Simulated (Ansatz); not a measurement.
Run report: GaN, geometry relaxation (part 2 of 2)

GaN (P-3m1, 4 atoms in the cell); DFT PBE, scalar-relativistic, plane waves, PAW, no spin polarisation (Ansatz 0.2.0); cutoff 420 eV, 6×6×4 k-mesh, Gaussian smearing of 0.1 eV. The structure was made by a generator, so it may or may not be a known phase.

Geometry of the input (Å; fractional positions):
```
3.3654  0.0000  0.0000
-1.6827  2.9145  0.0000
0.0000  0.0000  4.8155
Ga 0.3333  0.6667  0.7125
Ga 0.6667  0.3333  0.2875
N  0.3333  0.6667  0.1416
N  0.6667  0.3333  0.8584
```

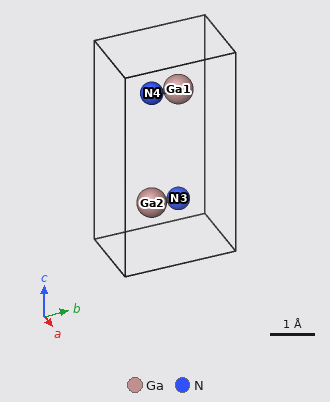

Fig. 1: The geometry at step 2 of the log (ball-and-stick view of the cell of the calculation, seen slightly off an axis; atoms are numbered from 1 in the order of the input).

Log, continued
```
relax step   4: F+E_penalty+E_count = -8334.83500808 eV  Δ(F+E_penalty+E_count) = -1.782e-1 eV  max|allowed force component| = 4.264e-1 eV/Å  Δτ_max = 0.0632 Å  P = -4.936 GPa  Ω = 47.790 Å³  energy of the carried Pulay correction = -1.493e-3 eV  (7 SCF iters, dr2 threshold 4.00e-7 eV, accepted)
Crystal: 4 atoms, lattice volume = 45.777 Å³
Basis set: ecut = 420 eV, 915 PW (Γ), exchange–correlation on 48×48×72 points (8 copies of the dense FFT grid, shifted against one another)
iter 1 solved again at ethr=1.74e-4 eV; its pass at ethr=3.10e-3 eV (dr2=6.25e-2 eV) is discarded
SCF iter   1: F=—  HF=-8334.905013 eV  |F-HF|=—  |Δ(HF+E_count)|=         —  Δρ=1.10e-2  dr2=6.29e-2  ethr=1.74e-4  ⟨swp⟩=1.0  Hψ=2849  notcnv=0
preconditioner: auto → Resta (q_TF=auto, 2.621 Å⁻¹)  ε∞=5.0  [insulator: Δε(μ)=1.345 eV  Ē_g=16.436 eV  σ=0.100 eV  W_gap=1.00  n_scr=20 (ndim 8)  ℏωp=32.9 eV  f_vac=0.017  D(μ)=0.00/eV (n_scr^D=0)  ε∞_Penn≈5.0]
SCF iter   2: F=—  HF=-8334.889444 eV  |F-HF|=—  |Δ(HF+E_count)|=   1.56e-2  Δρ=3.59e-3  dr2=6.44e-3  ethr=1.74e-4  ⟨swp⟩=2.0  Hψ=757  notcnv=0
SCF iter   3: F=—  HF=-8334.888671 eV  |F-HF|=—  |Δ(HF+E_count)|=   7.73e-4  Δρ=1.54e-3  dr2=9.62e-4  ethr=1.79e-5  ⟨swp⟩=2.7  Hψ=860  notcnv=0
SCF iter   4: F=—  HF=-8334.888818 eV  |F-HF|=—  |Δ(HF+E_count)|=   1.47e-4  Δρ=4.19e-4  dr2=8.44e-5  ethr=2.67e-6  ⟨swp⟩=3.0  Hψ=955  notcnv=0
SCF iter   5: F=—  HF=-8334.888843 eV  |F-HF|=—  |Δ(HF+E_count)|=   2.49e-5  Δρ=2.27e-4  dr2=2.08e-5  ethr=2.35e-7  ⟨swp⟩=2.0  Hψ=924  notcnv=0
SCF iter   6: F=—  HF=-8334.888851 eV  |F-HF|=—  |Δ(HF+E_count)|=   8.14e-6  Δρ=6.84e-5  dr2=2.69e-6  ethr=5.77e-8  ⟨swp⟩=2.0  Hψ=918  notcnv=0
SCF iter   7: F=-8334.888855 eV  HF=-8334.888855 eV  |F-HF|=8.11e-8  |Δ(HF+E_count)|=   3.84e-6  Δρ=1.09e-5  dr2=6.43e-8  ethr=1.11e-9  ⟨swp⟩=6.1  Hψ=2395  notcnv=0
SCF 5 converged in 7 iterations: F = -8334.888855 eV  dr2 = 6.43e-8
relax step   5: F+E_penalty+E_count = -8334.88885538 eV  Δ(F+E_penalty+E_count) = -5.385e-2 eV  max|allowed force component| = 2.332e-2 eV/Å  Δτ_max = 0.0631 Å  P = +2.403 GPa  Ω = 45.777 Å³  energy of the carried Pulay correction = +3.991e-3 eV  (7 SCF iters, dr2 threshold 4.00e-7 eV, accepted)
Crystal: 4 atoms, lattice volume = 46.595 Å³
iter 1 solved again at ethr=1.10e-5 eV; its pass at ethr=3.10e-3 eV (dr2=3.94e-3 eV) is discarded
SCF iter   1: F=—  HF=-8334.894176 eV  |F-HF|=—  |Δ(HF+E_count)|=         —  Δρ=2.93e-3  dr2=3.88e-3  ethr=1.10e-5  ⟨swp⟩=1.6  Hψ=2751  notcnv=0
preconditioner: auto → Resta (q_TF=auto, 2.613 Å⁻¹)  ε∞=5.0  [insulator: Δε(μ)=1.141 eV  Ē_g=16.320 eV  σ=0.100 eV  W_gap=1.00  n_scr=22 (ndim 8)  ℏωp=32.6 eV  f_vac=0.026  D(μ)=0.00/eV (n_scr^D=0)  ε∞_Penn≈5.0]
SCF iter   2: F=—  HF=-8334.893195 eV  |F-HF|=—  |Δ(HF+E_count)|=   9.81e-4  Δρ=9.65e-4  dr2=3.52e-4  ethr=1.08e-5  ⟨swp⟩=2.0  Hψ=680  notcnv=0
SCF iter   3: F=—  HF=-8334.893182 eV  |F-HF|=—  |Δ(HF+E_count)|=   1.24e-5  Δρ=4.14e-4  dr2=7.50e-5  ethr=9.79e-7  ⟨swp⟩=2.0  Hψ=910  notcnv=0
SCF iter   4: F=—  HF=-8334.893202 eV  |F-HF|=—  |Δ(HF+E_count)|=   2.00e-5  Δρ=9.41e-5  dr2=5.28e-6  ethr=2.08e-7  ⟨swp⟩=3.0  Hψ=1023  notcnv=0
SCF iter   5: F=—  HF=-8334.893207 eV  |F-HF|=—  |Δ(HF+E_count)|=   4.86e-6  Δρ=4.43e-5  dr2=5.58e-7  ethr=1.47e-8  ⟨swp⟩=2.0  Hψ=944  notcnv=0
SCF iter   6: F=-8334.893207 eV  HF=-8334.893207 eV  |F-HF|=3.28e-8  |Δ(HF+E_count)|=   7.73e-8  Δρ=1.53e-5  dr2=9.93e-8  ethr=1.11e-9  ⟨swp⟩=5.2  Hψ=2321  notcnv=0
SCF 6 converged in 6 iterations: F = -8334.893207 eV  dr2 = 9.93e-8
relax step   6: F+E_penalty+E_count = -8334.89320716 eV  Δ(F+E_penalty+E_count) = -4.352e-3 eV  max|allowed force component| = 1.601e-3 eV/Å  Δτ_max = 0.0057 Å  P = +0.051 GPa  Ω = 46.595 Å³  energy of the carried Pulay correction = +1.733e-3 eV  (6 SCF iters, dr2 threshold 4.00e-7 eV, accepted)
Initial wavefunctions: pseudopotential atomic-orbital guess (no wavefunctions were taken with the density)
iter 1 solved again at ethr=3.68e-8 eV; its pass at ethr=3.10e-3 eV (dr2=1.32e-5 eV) is discarded
SCF iter   1: F=—  HF=-8334.891358 eV  |F-HF|=—  |Δ(HF+E_count)|=         —  Δρ=2.47e-4  dr2=1.15e-6  ethr=3.68e-8  ⟨swp⟩=3.0  Hψ=3677  notcnv=0
preconditioner: auto → Resta (q_TF=auto, 2.613 Å⁻¹)  ε∞=5.0  [insulator: Δε(μ)=1.161 eV  Ē_g=16.327 eV  σ=0.100 eV  W_gap=1.00  n_scr=22 (ndim 8)  ℏωp=32.6 eV  f_vac=0.022  D(μ)=0.00/eV (n_scr^D=0)  ε∞_Penn≈5.0]
SCF iter   2: F=—  HF=-8334.891566 eV  |F-HF|=—  |Δ(HF+E_count)|=   2.08e-4  Δρ=1.26e-4  dr2=3.61e-7  ethr=3.19e-9  ⟨swp⟩=2.1  Hψ=670  notcnv=0
SCF iter   3: F=—  HF=-8334.891637 eV  |F-HF|=—  |Δ(HF+E_count)|=   7.15e-5  Δρ=5.97e-6  dr2=1.58e-8  ethr=1.00e-9  ⟨swp⟩=2.5  Hψ=958  notcnv=0
SCF iter   4: F=—  HF=-8334.891637 eV  |F-HF|=—  |Δ(HF+E_count)|=   2.10e-8  Δρ=3.48e-6  dr2=4.20e-9  ethr=7.11e-12  ⟨swp⟩=4.9  Hψ=1992  notcnv=0
SCF iter   5: F=-8334.891637 eV  HF=-8334.891637 eV  |F-HF|=2.20e-9  |Δ(HF+E_count)|=   3.15e-8  Δρ=1.68e-6  dr2=1.09e-9  ethr=7.11e-12  ⟨swp⟩=4.0  Hψ=1903  notcnv=0
SCF 7 converged in 5 iterations: F = -8334.891637 eV  dr2 = 1.09e-9
relax step   7: F+E_penalty+E_count = -8334.89163700 eV  Δ(F+E_penalty+E_count) = +1.570e-3 eV  max|allowed force component| = 1.370e-3 eV/Å  Δτ_max = 0.0000 Å  P = +0.038 GPa  Ω = 46.595 Å³  stress off target by 2.96e-1 GPa  SCF on the basis re-selected at this cell (its energy is not comparable with the rows above)  (5 SCF iters)
basis re-selected at this cell: Δ(F+E_penalty+E_count) = +1.570e-3 eV, ΔP = -0.013 GPa vs the last step (what re-selecting the basis moved, of the pressure what is left beyond the Pulay correction that the steps carried, after the strain that the cell walked since its last selection, with what the two solves' SCF thresholds leave and, on support functions, any second-order correction that the steps lacked; it is no measure of the basis error at this ecutwfc). This SCF's stress stands 2.96e-1 GPa from its target on what of the cell is left free (relax.cell.stress_tol is 4.00e-1 GPa) and its largest allowed force component is 1.37e-3 eV/Å (relax.f_tol is 4.00e-2 eV/Å): within both
SCF converged after 5 iterations
Free energy (F): -8334.891637 eV
Harris-Foulkes:  -8334.891637 eV  (|F-HF|=2.20e-9)
Internal energy: -8334.891637 eV  (E = F + TS)
E sigma→0 (E₀):  -8334.891637 eV
Fermi energy:    10.621362 eV
--- Per-component energies (eV) ---
  E_band       = -20.927005
  E_kinetic    = 492.041523
  E_local      = -3923.094591  (includes V_loc(G=0)·N_el)
  E_nonlocal   = 949.643909
  E_hartree    = 1802.268842
  E_xc         = -256.374239
  E_vxc        = -266.698899  (∫ρ·V_xc dr)
  E_paw        = -4242.076725  (= ΣΔE_a)
  E_vpaw       = -877.356550  (= ΣTr[D̂ρ^β])
  E_aug_tail   = -0.000055  (compensation charges beyond the density's cutoff)
  E_ewald      = -3157.300300
  E_smearing   = -0.000000  (= −TS)
  E_closure    = -0.000000  (closes the sum)
  Σ components = -8334.891637   (vs F -8334.891637, Δ=0.00e0)
--- Forces (eV/Å), atoms counted from 1 ---
  atom   1  Ga     0.00000000    -0.00000000    -0.00136982
  atom   2  Ga     0.00000000     0.00000000     0.00136982
  atom   3  N     -0.00000000    -0.00000000     0.00069912
  atom   4  N     -0.00000000     0.00000000    -0.00069912
  max |Σ_I F_I| component: 3.93e-17 eV/Å
--- Stress (GPa, compression-positive) ---
       -0.090590      -0.000000       0.000000
        0.000000      -0.090590       0.000000
        0.000000       0.000000       0.295633
  P = ⅓ Tr σ = 0.0382 GPa (0.382 kbar)
--- Band table (eV; the first three rows and the last of 24) ---
  k-point 0: bands = ["-6.4308", "-5.6731", "-4.2138", "-4.2138", "-4.2062", "-4.2062", "-4.0514", "-4.0514", "-3.9787", "-3.9187", "-3.9187", "-2.0337", "3.6884", "7.9908", "7.9908", "9.0660", "9.0660", "10.0408", "11.2019", "11.9019", "18.2531", "18.2531"]
  k-point 1: bands = ["-6.2467", "-5.7023", "-4.2270", "-4.2270", "-4.2175", "-4.2175", "-4.0184", "-4.0184", "-3.9286", "-3.9286", "-3.9141", "-2.6603", "4.6872", "8.1506", "8.1506", "8.5587", "8.9141", "8.9141", "12.3613", "12.6010", "18.2742", "18.2742"]
  k-point 2: bands = ["-5.8880", "-5.8868", "-4.2328", "-4.2328", "-4.2328", "-4.2328", "-3.9638", "-3.9638", "-3.9634", "-3.9634", "-3.5418", "-3.5388", "6.6163", "6.6182", "8.5351", "8.5351", "8.5371", "8.5371", "13.2922", "13.2951", "17.6474", "17.6539"]
  k-point 23: bands = ["-5.2991", "-5.2991", "-4.2043", "-4.2043", "-4.0369", "-4.0363", "-4.0184", "-4.0184", "-3.9863", "-3.9861", "-2.1935", "-2.1935", "3.0408", "3.0408", "4.9814", "4.9851", "9.4247", "9.4247", "15.3146", "15.3146", "17.4867", "17.4868"]
--- Relaxed structure (6 steps of the walk, 6 accepted, 1 SCFs on fresh bases) ---
  F+E_penalty+E_count = -8334.89163700 eV   max|allowed force component| = 1.370e-3 eV/Å   (the final SCF, on the basis selected at the relaxed cell)
  cell:  # Å, volume = 46.5951 Å³
    - [3.3285767349857585, 9.56302066900523e-34, -6.226377826061441e-19]
    - [-1.6642883674928792, 2.8826320109435297, 3.1131889130307205e-19]
    - [-8.909168984686975e-19, -2.394610424672889e-33, 4.856154357681505]
  atoms:
    - { symbol: Ga, position: [0.33333333333333326, 0.6666666666666665, 0.7501085737333032] }
    - { symbol: Ga, position: [0.6666666666666666, 0.33333333333333326, 0.2498914262666967] }
    - { symbol: N, position: [0.33333333333333326, 0.6666666666666665, 0.24992475236868322] }
    - { symbol: N, position: [0.6666666666666666, 0.33333333333333326, 0.7500752476313166] }
```

Trajectory as extended XYZ (Å, eV, eV/Å), 7 frames, from step=1 to step=7
```
4
Lattice="3.3654 0.0000 0.0000 -1.6827 2.9145 0.0000 0.0000 0.0000 4.8155" Properties=species:S:1:pos:R:3:forces:R:3 step=1 energy=-8331.47681 pressure_GPa=4.32
Ga    0.0000    1.9430    3.4312    0.0000   0.0000   2.0541
Ga    1.6827    0.9715    1.3843    0.0000   0.0000  -2.0541
N     0.0000    1.9430    0.6818    0.0000   0.0000   5.9219
N     1.6827    0.9715    4.1337    0.0000   0.0000  -5.9219
4
Lattice="3.4510 0.0000 0.0000 -1.7255 2.9887 0.0000 0.0000 0.0000 4.7756" Properties=species:S:1:pos:R:3:forces:R:3 step=2 energy=-8333.57435 pressure_GPa=-6.87
Ga    0.0000    1.9924    3.4988    0.0000   0.0000   1.6064
Ga    1.7255    0.9962    1.2768    0.0000   0.0000  -1.6064
N     0.0000    1.9924    0.8694    0.0000   0.0000   3.3671
N     1.7255    0.9962    3.9062    0.0000   0.0000  -3.3671
4
Lattice="3.4425 0.0000 0.0000 -1.7212 2.9813 0.0000 0.0000 0.0000 4.7113" Properties=species:S:1:pos:R:3:forces:R:3 step=3 energy=-8334.65683 pressure_GPa=-7.48
Ga    0.0000    1.9875    3.5574    0.0000   0.0000   0.3590
Ga    1.7212    0.9938    1.1539    0.0000   0.0000  -0.3590
N     0.0000    1.9875    1.0505    0.0000   0.0000   1.0197
N     1.7212    0.9938    3.6608    0.0000   0.0000  -1.0197
4
Lattice="3.3791 0.0000 0.0000 -1.6895 2.9264 0.0000 0.0000 0.0000 4.8329" Properties=species:S:1:pos:R:3:forces:R:3 step=4 energy=-8334.83501 pressure_GPa=-4.94
Ga    0.0000    1.9509    3.6455    0.0000   0.0000   0.1814
Ga    1.6895    0.9755    1.1873    0.0000   0.0000  -0.1814
N     0.0000    1.9509    1.1411    0.0000   0.0000   0.4264
N     1.6895    0.9755    3.6917    0.0000   0.0000  -0.4264
4
Lattice="3.3232 0.0000 0.0000 -1.6616 2.8780 0.0000 0.0000 0.0000 4.7863" Properties=species:S:1:pos:R:3:forces:R:3 step=5 energy=-8334.88885 pressure_GPa=2.40
Ga    0.0000    1.9187    3.5959    0.0000   0.0000  -0.0233
Ga    1.6616    0.9593    1.1904    0.0000   0.0000   0.0233
N     0.0000    1.9187    1.1928    0.0000   0.0000   0.0082
N     1.6616    0.9593    3.5935    0.0000   0.0000  -0.0082
4
Lattice="3.3286 0.0000 0.0000 -1.6643 2.8826 0.0000 0.0000 0.0000 4.8562" Properties=species:S:1:pos:R:3:forces:R:3 step=6 energy=-8334.89321 pressure_GPa=0.05
Ga    0.0000    1.9218    3.6426    0.0000   0.0000  -0.0016
Ga    1.6643    0.9609    1.2135    0.0000   0.0000   0.0016
N     0.0000    1.9218    1.2137    0.0000   0.0000   0.0007
N     1.6643    0.9609    3.6425    0.0000   0.0000  -0.0007
4
Lattice="3.3286 0.0000 0.0000 -1.6643 2.8826 0.0000 0.0000 0.0000 4.8562" Properties=species:S:1:pos:R:3:forces:R:3 step=7 energy=-8334.89164 pressure_GPa=0.04
Ga    0.0000    1.9218    3.6426    0.0000   0.0000  -0.0014
Ga    1.6643    0.9609    1.2135    0.0000   0.0000   0.0014
N     0.0000    1.9218    1.2137    0.0000   0.0000   0.0007
N     1.6643    0.9609    3.6425    0.0000   0.0000  -0.0007
```

Key numbers

```csv
quantity,value
outcome,converged
space group (tolerance 0.01 Å),P-3m1 (164) → P6₃/mmc (194)
electrons treated,36
free energy,−8334.8916 eV
Fermi energy,10.621 eV
gap on the k-point mesh,1.16 eV
pressure,0.04 GPa
final volume,46.60 Å³
largest force (length of the vector) at the end,0.001 eV/Å
final cell,"a = 3.329 Å, b = 3.329 Å, c = 4.856 Å, α = 90.00°, β = 90.00°, γ = 120.00°"
hardware,"1 thread of AMD EPYC (Zen 3), 192 GiB of memory available, shared host"
wall time,17 s
peak memory,0.39 GiB
```
